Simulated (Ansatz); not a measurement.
Input file:

```
crystal:
  lattice:
    - [0.1470466428, 2.9041711952, 2.9041711952]
    - [2.9041711952, 0.1470466428, 2.9041711952]
    - [2.9041711952, 2.9041711952, 0.1470466428]
  atoms:
    - { symbol: Ge, position: [0.5, 0.5, 0.5] }
    - { symbol: Ge, position: [0.75, 0.75, 0.75] }
basis:
  ecutwfc: 420
kpoints:
  mp_grid: { grid: [16, 16, 16] }
hamiltonian:
  xc: pbe
scf:
  occupations: { method: gaussian, width: 0.15 }
output:
  forces: true
  stress: true
  eigenvalues: true
  write_density: true
  write_potential: true
  elf: true
  volumetric_format: npy
```

Command:

```sh
ansatz run input.yaml --threads 1 --pin off --max-ram 2560MiB --backend cpu --events-out ev --progress --plain --runs-dir out
```

Below, planes, directions and counts refer to the conventional cell (a = 3.90 Å, b = 3.90 Å, c = 10.32 Å, α = 90.00°, β = 90.00°, γ = 120.00°).

Space group R-3m; not relaxed (largest force 0.6 eV/Å); computed pressure about 4 GPa in this cell.

Computed with DFT PBE, scalar-relativistic, plane waves, PAW (Ansatz).

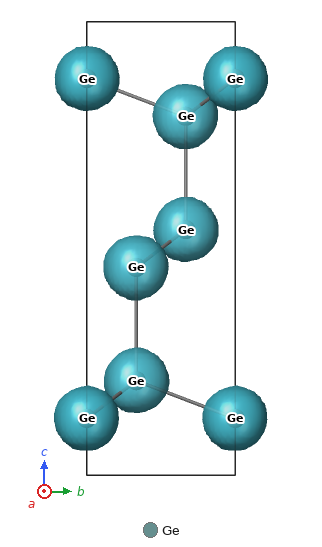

Ge. Isosurface of the valence pseudo-density at 1 e/Å³ (cyan), seen along the a axis. Sticks mark near contacts.

The density is the valence pseudo-density of a PAW calculation; it isn't the true density close to the nuclei.

Question: How is the density connected at this value?

Answer: At this value the density breaks into separate islands; it holds about 70 % of the electrons treated as valence (semicore included). It bridges none of the near contacts. It is pinched off along the sampled Ge–Ge (2.41 Å) and Ge–Ge (2.58 Å) contacts. On the grid the lowest density along these lines, outside the cores, is 0.54 e/Å³ (Ge–Ge, 2.41 Å) and 0.42 e/Å³ (Ge–Ge, 2.58 Å).

Question: Does the calculation make it a metal, or give it a gap?

Answer: It is metallic or semimetallic at this level of theory: no gap opens.
